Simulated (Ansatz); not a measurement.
**Geometry relaxation of GaP (part 2 of 2)**

The same run, continued: GaP (interface cell, 12 atoms in the cell); DFT PBEsol, scalar-relativistic, plane waves, PAW, no spin polarisation (Ansatz 0.2.0); cutoff 420 eV, 12×12×2 k-mesh, Gaussian smearing of 0.05 eV. The structure derives from an entry of the Crystallography Open Database. It belongs to a series of runs on one base structure; here: antiphase boundary on (1 1 1), species swapped.

Geometry of the input (Å; fractional positions):
```
3.8456  0.0000  0.0000
-1.9228  3.3304  0.0000
0.0000  0.0000  18.8393
Ga 0.0000  0.0000  0.0000
P  0.6667  0.3333  0.2083
P  0.3333  0.6667  0.0417
Ga 0.3333  0.6667  0.1667
Ga 0.6667  0.3333  0.3333
P  0.0000  0.0000  0.3750
P  1.0000  0.0000  0.5000
Ga 0.6667  0.3333  0.7083
Ga 0.3333  0.6667  0.5417
P  0.3333  0.6667  0.6667
P  0.6667  0.3333  0.8333
Ga 0.0000  0.0000  0.8750
```

**Output, continued**
```
--- Per-component energies (eV) ---
  E_band       = -353.463197
  E_kinetic    = 1117.909341
  E_local      = -13350.052031  (includes V_loc(G=0)·N_el)
  E_nonlocal   = 2757.685825
  E_hartree    = 6171.681824
  E_xc         = -779.019605
  E_vxc        = -715.191103  (∫ρ·V_xc dr)
  E_paw        = -15018.308734  (= ΣΔE_a)
  E_vpaw       = -2507.178186  (= ΣTr[D̂ρ^β])
  E_aug_tail   = -0.000642  (compensation charges beyond the density's cutoff)
  E_ewald      = -7808.737852
  E_core_change = 5.454443  (= ΣΔE_core)
  E_smearing   = -0.000646  (= −TS)
  E_closure    = 0.000000  (closes the sum)
  Σ components = -26903.388077   (vs F -26903.388077, Δ=0.00e0)
--- Forces (eV/Å), atoms counted from 1 ---
  atom   1  Ga     0.00000000    -0.00000000    -0.00083616
  atom   2  P     -0.00000000     0.00000000    -0.00899900
  atom   3  P      0.00000000     0.00000000     0.00377621
  atom   4  Ga     0.00000000    -0.00000000     0.00029964
  atom   5  Ga    -0.00000000    -0.00000000     0.00257051
  atom   6  P      0.00000000     0.00000000     0.00054351
  atom   7  P      0.00000000    -0.00000000    -0.00054351
  atom   8  Ga     0.00000000     0.00000000    -0.00029964
  atom   9  Ga     0.00000000     0.00000000    -0.00257051
  atom  10  P     -0.00000000    -0.00000000     0.00899900
  atom  11  P      0.00000000     0.00000000    -0.00377621
  atom  12  Ga    -0.00000000     0.00000000     0.00083616
  max |Σ_I F_I| component: 3.70e-17 eV/Å
--- Stress (GPa, compression-positive) ---
        0.431484       0.000000       0.000000
       -0.000000       0.431484       0.000000
        0.000000       0.000000       0.003012
  P = ⅓ Tr σ = 0.2887 GPa (2.887 kbar)
--- Band table (eV; the first three rows and the last of 38) ---
  k-point 0: bands = ["-8.2167", "-8.2113", "-8.1720", "-8.1720", "-8.1680", "-8.1680", "-8.0721", "-8.0721", "-8.0695", "-8.0695", "-7.4414", "-7.4408", "-7.4032", "-7.4032", "-7.4032", "-7.4032", "-7.3042", "-7.3042", "-7.3042", "-7.3042", "-6.7859", "-6.7666", "-6.6251", "-6.6251", "-6.6124", "-6.6124", "-6.5543", "-6.5543", "-6.4174", "-6.4174", "-6.4144", "-5.3008", "-4.9332", "-4.1844", "-3.8808", "-3.2839", "-0.1369", "1.6471", "1.6529", "4.2799", "4.5956", "4.6865", "4.6865", "5.9885", "5.9885", "6.3091", "6.3091", "6.6563", "6.6563", "7.1687", "7.1687", "7.3535", "7.3535", "7.4879", "7.6315", "8.5696", "8.8526", "9.1470", "9.4255", "10.0443", "10.0977", "10.5782", "10.5782", "10.6953", "10.6953", "11.5035"]
  k-point 1: bands = ["-8.2167", "-8.2113", "-8.1720", "-8.1720", "-8.1680", "-8.1680", "-8.0721", "-8.0721", "-8.0695", "-8.0695", "-7.4412", "-7.4410", "-7.4032", "-7.4032", "-7.4032", "-7.4032", "-7.3042", "-7.3042", "-7.3042", "-7.3042", "-6.7858", "-6.7667", "-6.6251", "-6.6251", "-6.6124", "-6.6124", "-6.5543", "-6.5543", "-6.4174", "-6.4174", "-6.4143", "-5.3157", "-4.8764", "-4.3501", "-3.5754", "-3.4781", "0.0001", "0.9547", "2.7194", "3.1925", "4.6865", "4.6865", "5.4768", "5.9869", "5.9869", "6.3179", "6.3179", "6.6393", "6.6393", "6.9285", "7.2082", "7.2082", "7.3229", "7.3229", "7.5619", "8.7285", "9.0802", "9.3865", "9.5385", "9.7113", "10.1363", "10.5677", "10.5677", "10.7359", "10.7359", "11.3549"]
  k-point 2: bands = ["-8.2213", "-8.2118", "-8.1737", "-8.1691", "-8.1684", "-8.1652", "-8.0737", "-8.0723", "-8.0722", "-8.0694", "-7.4429", "-7.4423", "-7.4039", "-7.4038", "-7.4004", "-7.4004", "-7.3062", "-7.3061", "-7.3042", "-7.3042", "-6.7648", "-6.7115", "-6.6304", "-6.6246", "-6.6184", "-6.6090", "-6.5557", "-6.5524", "-6.4257", "-6.4177", "-6.4016", "-5.2210", "-4.8568", "-4.1092", "-3.8088", "-3.2178", "-0.0976", "1.6641", "1.6722", "4.1447", "4.2214", "4.4992", "4.5613", "5.4123", "5.7636", "5.8342", "6.1023", "6.1895", "6.5160", "6.5446", "6.7197", "7.0847", "7.2405", "7.5761", "8.0874", "8.8913", "9.3113", "9.6355", "9.7479", "10.2948", "10.4702", "10.5619", "10.6589", "10.7167", "10.9787", "11.1103"]
  k-point 37: bands = ["-8.3012", "-8.2279", "-8.1583", "-8.1583", "-8.1369", "-8.1369", "-8.0840", "-8.0816", "-8.0816", "-8.0771", "-7.4760", "-7.4760", "-7.3896", "-7.3896", "-7.3707", "-7.3707", "-7.3152", "-7.3152", "-7.3135", "-7.3135", "-6.7267", "-6.6906", "-6.6906", "-6.6069", "-6.6069", "-6.5380", "-6.5380", "-6.4359", "-6.4359", "-6.3253", "-5.1007", "-2.9331", "-2.9331", "-2.2011", "-2.1614", "-2.1614", "-0.1088", "-0.1088", "0.7124", "0.7566", "0.7566", "1.8174", "2.3003", "2.3847", "2.3847", "3.1731", "3.6466", "3.6466", "3.6551", "4.6148", "4.6148", "5.0077", "5.0077", "6.5228", "8.9289", "9.2961", "9.2961", "10.2167", "10.2413", "10.2413", "12.1326", "12.1326", "12.1546", "12.5695", "12.5695", "12.6773"]
--- Relaxed structure (4 steps of the walk, 4 accepted, 1 SCFs on fresh bases) ---
  F+E_penalty+E_count = -26903.38807711 eV   max|allowed force component| = 8.999e-3 eV/Å   (the final SCF, on the basis selected at the relaxed cell)
  cell:  # Å, volume = 242.2952 Å³
    - [3.845565005784266, 2.2409516664864334e-96, 2.1289616326776163e-81]
    - [-1.922782502892133, 3.330356986913626, 1.1078685990828924e-81]
    - [1.0429739364018381e-80, 1.2288664021978583e-80, 18.91880936085636]
  atoms:
    - { symbol: Ga, position: [8.465991451322741e-19, 2.168607545626893e-34, 0.0023348190816841257] }
    - { symbol: P, position: [0.6666666666666665, 0.3333333333333332, 0.21338984469910763] }
    - { symbol: P, position: [0.3333333333333332, 0.6666666666666664, 0.047043985093830266] }
    - { symbol: Ga, position: [0.3333333333333332, 0.6666666666666664, 0.16924236529908399] }
    - { symbol: Ga, position: [0.6666666666666665, 0.3333333333333332, 0.33545321002067674] }
    - { symbol: P, position: [1.5088963490480741e-18, 2.409563939585436e-35, 0.37916135547537133] }
    - { symbol: P, position: [1.0, -1.6866947577098057e-34, 0.49583864452462845] }
    - { symbol: Ga, position: [0.6666666666666665, 0.3333333333333332, 0.705757634700916] }
    - { symbol: Ga, position: [0.3333333333333332, 0.6666666666666664, 0.5395467899793228] }
    - { symbol: P, position: [0.3333333333333332, 0.6666666666666664, 0.6616101553008922] }
    - { symbol: P, position: [0.6666666666666665, 0.3333333333333332, 0.8279560149061695] }
    - { symbol: Ga, position: [-8.465991451322744e-19, -3.0360505638776502e-34, 0.8726651809183157] }
--- Löwdin populations: 12 sites ---
  site symbol       q [e]
     0     Ga     13.0354
     1      P      4.9708
     2      P      4.9458
     3     Ga     12.9831
     4     Ga     13.0136
     5      P      4.8845
     6      P      4.8845
     7     Ga     12.9831
     8     Ga     13.0136
     9      P      4.9708
    10      P      4.9458
    11     Ga     13.0354
  spilling = 0.003088 (of n_electrons = 108.000000)
```

**Trajectory as extended XYZ (Å, eV, eV/Å), 5 frames, from step=1 to step=5**
```
12
Lattice="3.8456 0.0000 0.0000 -1.9228 3.3304 0.0000 0.0000 0.0000 18.8393" Properties=species:S:1:pos:R:3:forces:R:3 step=1 energy=-26903.20137 pressure_GPa=0.56
Ga    0.0000    0.0000    0.0000    0.0000   0.0000   0.4387
P     1.9228    1.1101    3.9249    0.0000   0.0000   0.4891
P     0.0000    2.2202    0.7850    0.0000   0.0000   0.6444
Ga    0.0000    2.2202    3.1399    0.0000   0.0000  -0.4886
Ga    1.9228    1.1101    6.2798    0.0000   0.0000  -0.3329
P     0.0000    0.0000    7.0648    0.0000   0.0000   1.0908
P     3.8456    0.0000    9.4197    0.0000   0.0000  -1.0908
Ga    1.9228    1.1101   13.3445    0.0000   0.0000   0.4886
Ga    0.0000    2.2202   10.2046    0.0000   0.0000   0.3329
P     0.0000    2.2202   12.5596    0.0000   0.0000  -0.4891
P     1.9228    1.1101   15.6995    0.0000   0.0000  -0.6444
Ga    0.0000    0.0000   16.4844    0.0000   0.0000  -0.4387
12
Lattice="3.8456 0.0000 0.0000 -1.9228 3.3304 0.0000 0.0000 0.0000 18.9375" Properties=species:S:1:pos:R:3:forces:R:3 step=2 energy=-26903.36320 pressure_GPa=0.11
Ga    0.0000    0.0000    0.0310    0.0000   0.0000   0.1571
P     1.9228    1.1101    4.0252    0.0000   0.0000   0.1967
P     0.0000    2.2202    0.8745    0.0000   0.0000   0.1519
Ga    0.0000    2.2202    3.2045    0.0000   0.0000  -0.2017
Ga    1.9228    1.1101    6.3564    0.0000   0.0000  -0.2593
P     0.0000    0.0000    7.1542    0.0000   0.0000   0.5612
P     3.8456    0.0000    9.4161    0.0000   0.0000  -0.5612
Ga    1.9228    1.1101   13.3658    0.0000   0.0000   0.2017
Ga    0.0000    2.2202   10.2139    0.0000   0.0000   0.2593
P     0.0000    2.2202   12.5450    0.0000   0.0000  -0.1967
P     1.9228    1.1101   15.6958    0.0000   0.0000  -0.1519
Ga    0.0000    0.0000   16.5393    0.0000   0.0000  -0.1571
12
Lattice="3.8456 0.0000 0.0000 -1.9228 3.3304 0.0000 0.0000 0.0000 18.9041" Properties=species:S:1:pos:R:3:forces:R:3 step=3 energy=-26903.38502 pressure_GPa=0.40
Ga    0.0000    0.0000    0.0460    0.0000   0.0000  -0.0209
P     1.9228    1.1101    4.0356    0.0000   0.0000  -0.0220
P     0.0000    2.2202    0.8914    0.0000   0.0000  -0.0384
Ga    0.0000    2.2202    3.1975    0.0000   0.0000   0.0645
Ga    1.9228    1.1101    6.3437    0.0000   0.0000   0.0218
P     0.0000    0.0000    7.1776    0.0000   0.0000  -0.2461
P     3.8456    0.0000    9.3635    0.0000   0.0000   0.2461
Ga    1.9228    1.1101   13.3436    0.0000   0.0000  -0.0645
Ga    0.0000    2.2202   10.1973    0.0000   0.0000  -0.0218
P     0.0000    2.2202   12.5054    0.0000   0.0000   0.0220
P     1.9228    1.1101   15.6497    0.0000   0.0000   0.0384
Ga    0.0000    0.0000   16.4951    0.0000   0.0000   0.0209
12
Lattice="3.8456 0.0000 0.0000 -1.9228 3.3304 0.0000 0.0000 0.0000 18.9188" Properties=species:S:1:pos:R:3:forces:R:3 step=4 energy=-26903.38785 pressure_GPa=0.29
Ga    0.0000    0.0000    0.0442    0.0000   0.0000  -0.0009
P     1.9228    1.1101    4.0371    0.0000   0.0000  -0.0090
P     0.0000    2.2202    0.8900    0.0000   0.0000   0.0038
Ga    0.0000    2.2202    3.2019    0.0000   0.0000   0.0003
Ga    1.9228    1.1101    6.3464    0.0000   0.0000   0.0026
P     0.0000    0.0000    7.1733    0.0000   0.0000   0.0005
P     3.8456    0.0000    9.3807    0.0000   0.0000  -0.0005
Ga    1.9228    1.1101   13.3521    0.0000   0.0000  -0.0003
Ga    0.0000    2.2202   10.2076    0.0000   0.0000  -0.0026
P     0.0000    2.2202   12.5169    0.0000   0.0000   0.0090
P     1.9228    1.1101   15.6639    0.0000   0.0000  -0.0038
Ga    0.0000    0.0000   16.5098    0.0000   0.0000   0.0009
12
Lattice="3.8456 0.0000 0.0000 -1.9228 3.3304 0.0000 0.0000 0.0000 18.9188" Properties=species:S:1:pos:R:3:forces:R:3 step=5 energy=-26903.38808 pressure_GPa=0.29
Ga    0.0000    0.0000    0.0442    0.0000   0.0000  -0.0008
P     1.9228    1.1101    4.0371    0.0000   0.0000  -0.0090
P     0.0000    2.2202    0.8900    0.0000   0.0000   0.0038
Ga    0.0000    2.2202    3.2019    0.0000   0.0000   0.0003
Ga    1.9228    1.1101    6.3464    0.0000   0.0000   0.0026
P     0.0000    0.0000    7.1733    0.0000   0.0000   0.0005
P     3.8456    0.0000    9.3807    0.0000   0.0000  -0.0005
Ga    1.9228    1.1101   13.3521    0.0000   0.0000  -0.0003
Ga    0.0000    2.2202   10.2076    0.0000   0.0000  -0.0026
P     0.0000    2.2202   12.5169    0.0000   0.0000   0.0090
P     1.9228    1.1101   15.6639    0.0000   0.0000  -0.0038
Ga    0.0000    0.0000   16.5098    0.0000   0.0000   0.0008
```

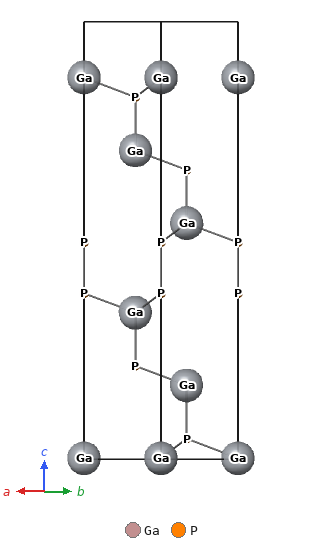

Fig. 1: Isosurface of the valence electron density at 1 e/Å³ (grey), seen along [110]. Sticks mark near contacts. The outline is the calculation cell. At this value the density breaks into separate islands; it holds about 50 % of the electrons treated as valence (semicore included). It is pinched off along the P–P (2.21 Å), Ga–P (2.31 Å), Ga–Ga (2.45 Å) and Ga–P (2.37 Å) contacts. On the grid the lowest density along these lines, outside the cores, is 0.76 e/Å³ (P–P, 2.21 Å), 0.56 e/Å³ (Ga–P, 2.31 Å), 0.44 e/Å³ (Ga–Ga, 2.45 Å) and 0.52 e/Å³ (Ga–P, 2.37 Å). Core electrons are frozen (PAW), so the fields are smoothed inside the atomic spheres.

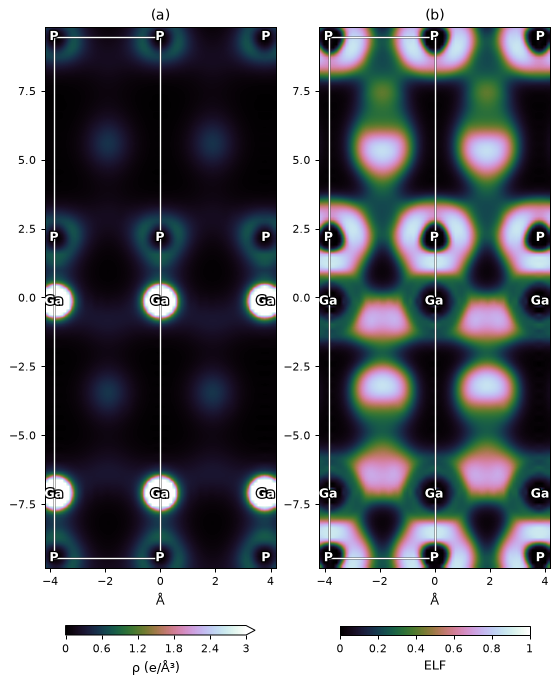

Fig. 2: (a) valence electron density; (b) ELF on the (100) plane of the calculation cell. Atoms in the plane: P and Ga. Ga–P (2.31 Å): the density is about 0.58 e/Å³ at the midpoint; the ELF is about 0.75 at the midpoint. Away from the nuclei the density in this plane falls to 0.006 e/Å³ at its lowest. The strong features right at Ga lie inside the PAW spheres (semicore, d or f shells) and say nothing about bonding.

**Summary**

```csv
quantity,value
outcome,converged
electrons treated,108
free energy,−26903.3881 eV
Fermi energy,7.615 eV
gap on the k-point mesh,none (metallic)
final volume,242.30 Å³
largest force (length of the vector) at the end,0.009 eV/Å
hardware,"2 threads of Intel Xeon @ 2.50GHz (Skylake/Cascade Lake), 192 GiB of memory available, shared host"
wall time,2.9 min (CPU time 5.6 min)
peak memory,0.9 GiB
```
